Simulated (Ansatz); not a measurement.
# Al5GaAs6: what the fields show

```
Al Ga As
1.0
     4.05417    0.00000    0.00000
     0.00000   12.15807    0.00000
     0.00000    0.00000    5.72935
Al Ga As
5 1 6
Direct
  0.00000 0.83308 0.00001
  0.00000 0.16692 0.00001
  0.50000 0.33346 0.49986
  0.00000 0.50000 0.00000
  0.50000 0.66654 0.49986
  0.50000 0.00000 0.50009
  0.50000 0.83278 0.75076
  0.00000 0.00000 0.24820
  0.50000 0.16722 0.75076
  0.00000 0.33348 0.25011
  0.50000 0.50000 0.75024
  0.00000 0.66652 0.25011
```

Space group Pmm2; a structure generated by program, which may or may not match a known phase.

These are results of DFT PBE, scalar-relativistic, plane waves, PAW in Ansatz, not measurements.

In a PAW calculation such maps are meaningful between the atoms, not at the nuclei.

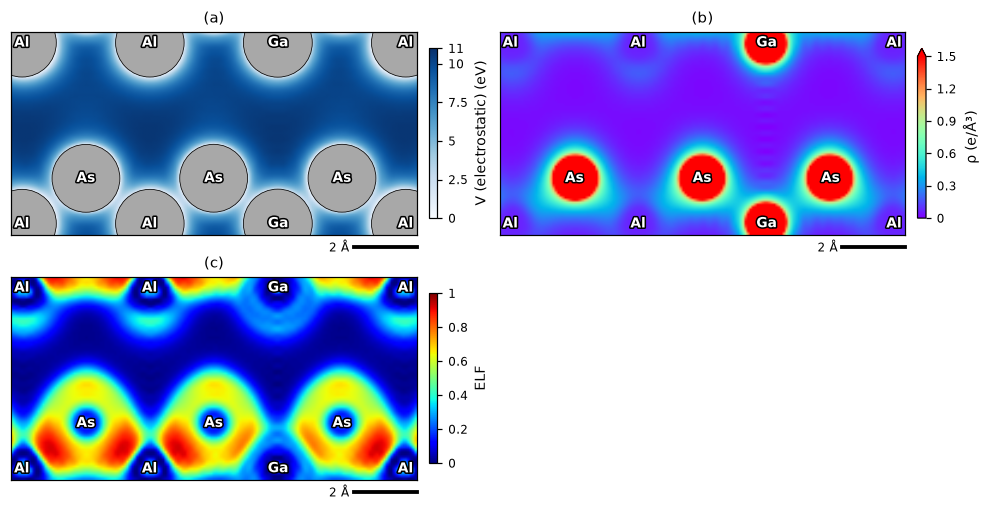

Figure 1. (a) electrostatic potential energy of an electron; (b) valence charge density (pseudo); (c) ELF on the (100) plane of the conventional cell. Grey discs cover the atomic cores in the potential map.

What does the map show?

Answer. The section cuts through Al, Ga and As sites.
Al–As (2.48 Å): ρ at the midpoint is about 0.46 e/Å³; the ELF peaks at about 0.95 between the atoms (localised, covalent bonding).
Ga–As (2.49 Å): ρ at the midpoint is about 0.46 e/Å³; the ELF peaks at about 0.80 between the atoms (a shared electron pair).
The density dies away to nearly zero in the voids.
Outside the cores the potential energy rises away from the atoms and is highest about 2.4 Å from the nearest atoms; its zero is arbitrary.

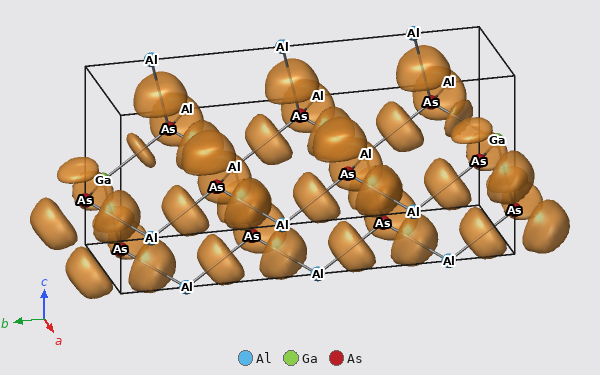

Figure 2. Isosurface of the electron localisation function at 0.7 (orange), seen at an oblique angle. Only the valence region is drawn (cores and ρ < 0.01 e/Å³ removed). Sticks mark near contacts.

Identify the bonds, lone pairs and shells in this picture.

Answer. The surface consists of 20 regions between bonded Al–As atoms (shared pairs) and four regions between bonded As–Ga atoms (shared pairs), counted in one cell of 12 atoms. Regions shared between cells count once.

Does the calculation give a band gap?

Answer. It is gapped, with a Kohn–Sham gap of 1.4 eV on the k-point mesh (the band edges may lie off the mesh, which would make the gap smaller).
